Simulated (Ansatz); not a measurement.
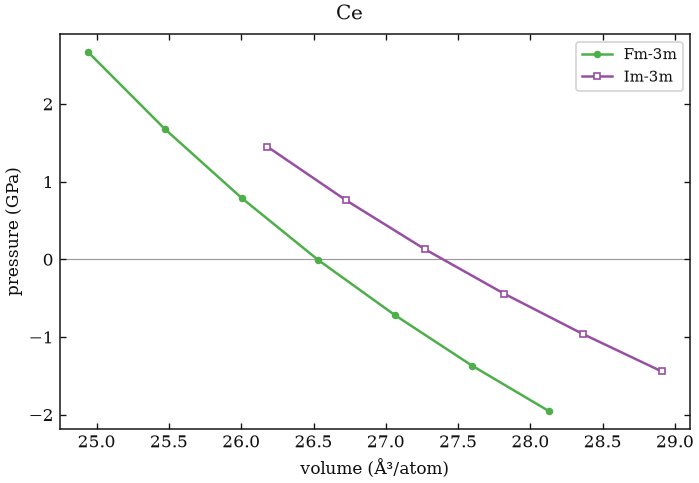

The picture above shows the pressure against volume, with one curve for each structure, for Ce.

How it was computed, with Ansatz 0.2.0 development build: equation of state of a cubic crystal from periodic Kohn-Sham density functional theory without spin, third-order Birch-Murnaghan fit to the free energies; pressure corrected for the finite basis. Level: PBE.

- atoms in cell: 1
- occupation method: Fermi–Dirac
- occupation width: 0.06123 eV
- wave cutoff: 420 eV
- datasets: soft-1 PAW
- density tolerance: 1e−07 eV
- bands: 16
- density cutoff ratio: 4
- search for lower states: default

Settings that differ: Fm-3m: k mesh 40×40×40, lattice centring face-centred primitive, space group number 225, structure type fcc; Im-3m: k mesh 20×20×20, lattice centring body-centred primitive, space group number 229, structure type bcc.

> Order the curves by fitted equilibrium volume, smallest first.

Fm-3m 26.53, Im-3m 27.39 Å³/atom.

> Order the curves by fitted bulk modulus, smallest first.

Im-3m 29.4, Fm-3m 37.8 GPa.

> For Fm-3m: read off the course of the pressure.

It falls from 2.667 GPa at volume 24.94 Å³/atom to −1.951 GPa at 28.13 Å³/atom, and changes sign near 26.53 Å³/atom.

> For Im-3m: how does the pressure vary with volume?

It falls from 1.451 GPa at volume 26.18 Å³/atom to −1.442 GPa at 28.91 Å³/atom, and changes sign near 27.40 Å³/atom.

Note: cubic model structure, not the ambient form (Im-3m); modest k-mesh, values are not fully converged in k (Im-3m); open f shell treated without spin.
